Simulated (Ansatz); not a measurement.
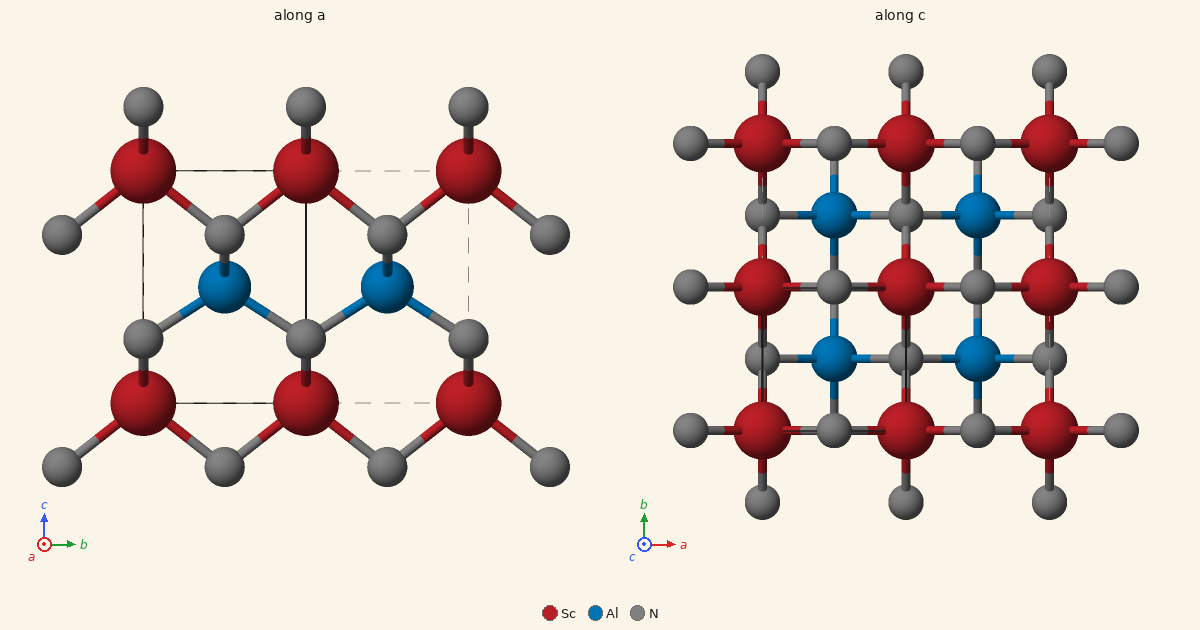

This ball-and-stick model is shown along the a axis and along the c axis. Shown are 2×2×1 repeats of the conventional unit cell, one of them outlined in solid lines. Some atoms of the next cells are drawn as well.

ScAlN$_{2}$, space group P-4m2 (No. 115), a = 3.28 Å, b = 3.28 Å, c = 4.68 Å, α = 90.00°, β = 90.00°, γ = 90.00°.

Theory: Ansatz 0.2.0, DFT PBE, scalar-relativistic, plane waves, PAW. Numerical settings: a 420 eV plane-wave basis, k-mesh 8×8×6, Gaussian smearing of 0.02 eV, no spin polarisation.

**What does the calculation say: metal or gapped?**

A semiconductor at this level, with a gap of 2.18 eV, indirect; the smallest direct gap is 2.94 eV.

**Under what pressure is the structure?**

The computed pressure is 0.0 GPa, close to zero.

The initial geometry was a structure type filled with these elements by a generator (whether the compound takes this form wasn't checked). Earlier steps of the study may have refined or changed the cell and positions. A calculation with Ansatz used it as input.
